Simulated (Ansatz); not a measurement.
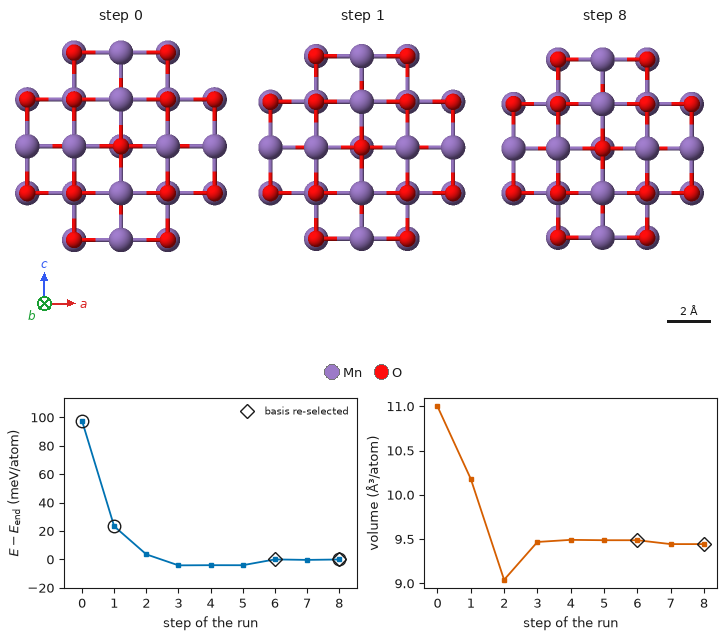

Frames of a relaxation of crystalline MnO (set up in Fm-3m), marked on the history of the run. The picture is a ball-and-stick view of the conventional cell (4 times the calculation's cell), seen along the b axis. Lengths and directions refer to the drawn axes.

The run lets cell and atoms move.

All numbers below come from Ansatz, Kohn-Sham DFT of a periodic cell, LDA, Ansatz PAW.

Input file:
```yaml
crystal:
  lattice:
    - [0.0, 2.2239077028, 2.2239077028]
    - [2.2239077028, 0.0, 2.2239077028]
    - [2.2239077028, 2.2239077028, 0.0]
  atoms:
    - { symbol: Mn, position: [0.0, 0.0, 0.0], spin: 4.0 }
    - { symbol: O, position: [0.5, 0.5, 0.5] }
hamiltonian:
  xc: lda
  pseudopotentials: { kind: paw }
magnetization:
  spin_polarized: true
kpoints:
  mp_grid: { grid: [10, 10, 10] }
scf:
  occupations: { method: fermi_dirac, width: 0.05 }
output:
  forces: true
  stress: true
  write_density: true
  write_potential: true
  elf: true
  volumetric_format: npy
relax:
  f_tol: 0.01
  max_steps: 40
  cell: { stress_tol: 0.05 }
```

Launched with:
```bash
ansatz run input.yaml --threads 2 --pin off --max-ram 5632MiB --backend cpu --events-out ev --progress --plain --runs-dir out
```

### Describe the path.

After 6 accepted moves (8 points after the start) the energy has fallen by 97.6 meV per atom. All forces vanish by symmetry, so only the cell relaxes. Pressure: −16.53 GPa at the start and 0.01 GPa at the end. At 2 points the geometry stayed and the basis and grid were re-selected for the new cell (energy shift of 4.1 meV per atom at most each time). No atom moves by more than 0.005 Å relative to the cell. Cell: a = b = c 4.448 → 4.228 Å (−5.0 %). Volume −14.1 %. Near-neighbour distances that change, for instance: Mn–O 2.224 → 2.114 Å. The space group stays Fm-3m (No. 225). Cost: 9.4 s on 2 threads of Arm Neoverse V2, with other jobs on the host, peak memory 0.31 GiB. From step 0 to 1: volume −7.4 %, energy −74.2 meV per atom. From step 1 to 8: volume −7.2 %, energy −23.4 meV per atom.
